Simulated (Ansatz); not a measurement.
## Electronic structure of FeSi$_{53}$ (cell charge −1, with a compensating background) (cell with a defect) in real space

Input

```
crystal:
  lattice:
    - [0.0, 8.14068, 8.14068]
    - [8.14068, 0.0, 8.14068]
    - [8.14068, 8.14068, 0.0]
  atoms:
    - { symbol: Fe, position: [0.25, 0.25, 0.25], spin: 5.0 }
    - { symbol: Si, position: [0.25, 0.25, 0.5833333333] }
    - { symbol: Si, position: [0.25, 0.25, 0.9166666667] }
    - { symbol: Si, position: [0.25, 0.5833333333, 0.25] }
    - { symbol: Si, position: [0.25, 0.5833333333, 0.5833333333] }
    - { symbol: Si, position: [0.25, 0.5833333333, 0.9166666667] }
    - { symbol: Si, position: [0.25, 0.9166666667, 0.25] }
    - { symbol: Si, position: [0.25, 0.9166666667, 0.5833333333] }
    - { symbol: Si, position: [0.25, 0.9166666667, 0.9166666667] }
    - { symbol: Si, position: [0.5833333333, 0.25, 0.25] }
    - { symbol: Si, position: [0.5833333333, 0.25, 0.5833333333] }
    - { symbol: Si, position: [0.5833333333, 0.25, 0.9166666667] }
    - { symbol: Si, position: [0.5833333333, 0.5833333333, 0.25] }
    - { symbol: Si, position: [0.5833333333, 0.5833333333, 0.5833333333] }
    - { symbol: Si, position: [0.5833333333, 0.5833333333, 0.9166666667] }
    - { symbol: Si, position: [0.5833333333, 0.9166666667, 0.25] }
    - { symbol: Si, position: [0.5833333333, 0.9166666667, 0.5833333333] }
    - { symbol: Si, position: [0.5833333333, 0.9166666667, 0.9166666667] }
    - { symbol: Si, position: [0.9166666667, 0.25, 0.25] }
    - { symbol: Si, position: [0.9166666667, 0.25, 0.5833333333] }
    - { symbol: Si, position: [0.9166666667, 0.25, 0.9166666667] }
    - { symbol: Si, position: [0.9166666667, 0.5833333333, 0.25] }
    - { symbol: Si, position: [0.9166666667, 0.5833333333, 0.5833333333] }
    - { symbol: Si, position: [0.9166666667, 0.5833333333, 0.9166666667] }
    - { symbol: Si, position: [0.9166666667, 0.9166666667, 0.25] }
    - { symbol: Si, position: [0.9166666667, 0.9166666667, 0.5833333333] }
    - { symbol: Si, position: [0.9166666667, 0.9166666667, 0.9166666667] }
    - { symbol: Si, position: [0.1666666667, 0.1666666667, 0.1666666667] }
    - { symbol: Si, position: [0.1666666667, 0.1666666667, 0.5] }
    - { symbol: Si, position: [0.1666666667, 0.1666666667, 0.8333333333] }
    - { symbol: Si, position: [0.1666666667, 0.5, 0.1666666667] }
    - { symbol: Si, position: [0.1666666667, 0.5, 0.5] }
    - { symbol: Si, position: [0.1666666667, 0.5, 0.8333333333] }
    - { symbol: Si, position: [0.1666666667, 0.8333333333, 0.1666666667] }
    - { symbol: Si, position: [0.1666666667, 0.8333333333, 0.5] }
    - { symbol: Si, position: [0.1666666667, 0.8333333333, 0.8333333333] }
    - { symbol: Si, position: [0.5, 0.1666666667, 0.1666666667] }
    - { symbol: Si, position: [0.5, 0.1666666667, 0.5] }
    - { symbol: Si, position: [0.5, 0.1666666667, 0.8333333333] }
    - { symbol: Si, position: [0.5, 0.5, 0.1666666667] }
    - { symbol: Si, position: [0.5, 0.5, 0.5] }
    - { symbol: Si, position: [0.5, 0.5, 0.8333333333] }
    - { symbol: Si, position: [0.5, 0.8333333333, 0.1666666667] }
    - { symbol: Si, position: [0.5, 0.8333333333, 0.5] }
    - { symbol: Si, position: [0.5, 0.8333333333, 0.8333333333] }
    - { symbol: Si, position: [0.8333333333, 0.1666666667, 0.1666666667] }
    - { symbol: Si, position: [0.8333333333, 0.1666666667, 0.5] }
    - { symbol: Si, position: [0.8333333333, 0.1666666667, 0.8333333333] }
    - { symbol: Si, position: [0.8333333333, 0.5, 0.1666666667] }
    - { symbol: Si, position: [0.8333333333, 0.5, 0.5] }
    - { symbol: Si, position: [0.8333333333, 0.5, 0.8333333333] }
    - { symbol: Si, position: [0.8333333333, 0.8333333333, 0.1666666667] }
    - { symbol: Si, position: [0.8333333333, 0.8333333333, 0.5] }
    - { symbol: Si, position: [0.8333333333, 0.8333333333, 0.8333333333] }
magnetization:
  spin_polarized: true
total_charge: -1
kpoints:
  mp_grid: { grid: [2, 2, 2] }
scf:
  occupations: { method: fermi_dirac, width: 0.01 }
hamiltonian:
  xc: pbe
  pseudopotentials: { kind: paw }
output:
  forces: true
  stress: true
  populations: true
  efg: { quadrupole_moments_barn: { Fe: 0.16 }, contact_densities: true }
  write_density: true
  write_potential: true
  elf: true
  volumetric_format: npy
```

Command:

```sh
ansatz run input.yaml --threads 4 --pin off --max-ram 8192MiB --backend cpu --events-out ev --progress --plain --runs-dir out
```

Not relaxed (largest force 1.1 eV/Å); spin-polarised.

Computed with DFT, PBE, plane-wave PAW, default files, scalar-relativistic in Ansatz 0.2.0.

The density is the valence pseudo-density of a PAW calculation; it isn't the true density close to the nuclei.

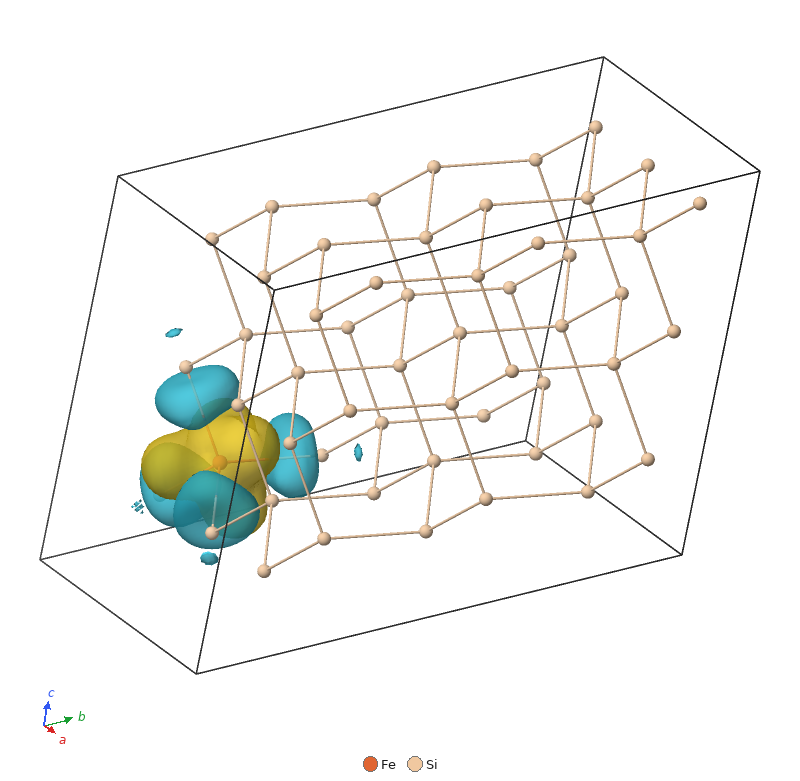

Figure 1. Isosurfaces of the spin density (up minus down) at +0.008 (yellow) and −0.008 e/Å³ (cyan), seen slightly off an axis. Sticks mark near contacts.

Q: Describe the spin distribution.

A: The spin density sits on Fe: +1.1 μB in one cell of 54 atoms: a single local moment. The cell of the calculation (54 atoms) carries 0.8 μB of net spin moment.

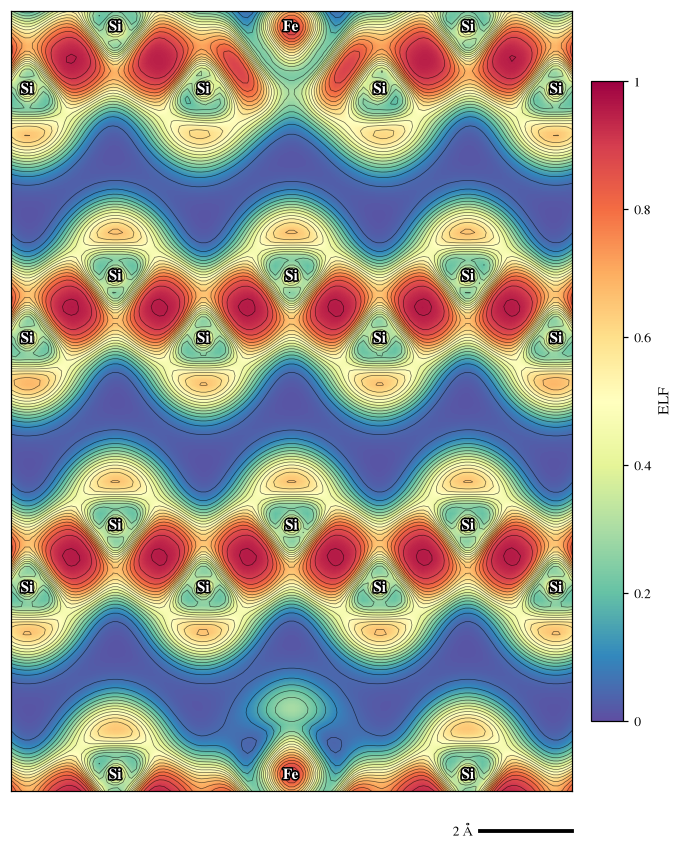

Figure 2. Electron localisation function on the (011̄) plane of the calculation cell.

Q: Read the bonding off the picture.

A:
- Atoms in the plane: Fe and Si.
- Si–Si (2.35 Å): the ELF peaks at about 0.95 between the atoms, as expected for a covalent bond.
- Fe–Si (2.35 Å): the ELF peaks at about 0.90 in the valence shell of Si, 0.9 Å from its nucleus, and is about 0.70 at the midpoint.
- The features right at Fe lie inside the PAW spheres, where the map follows smoothed inner orbitals and isn't to be read closely.

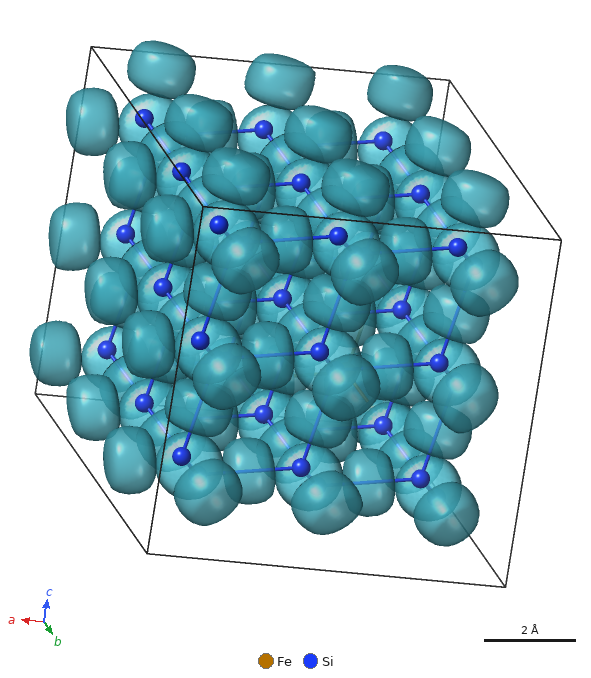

Figure 3. Isosurface of the electron localisation function at 0.75 (cyan), seen at an oblique angle. Only the valence region is drawn (cores and ρ < 0.01 e/Å³ removed). Sticks mark near contacts.

Q: Describe the localisation domains.

A: The ELF exceeds this value in 104 regions between bonded Si–Si atoms (shared pairs) and four lobes of the valence shell of Si pointing towards Fe (polar bonds), counted in one cell of 54 atoms. Regions shared between cells count once.
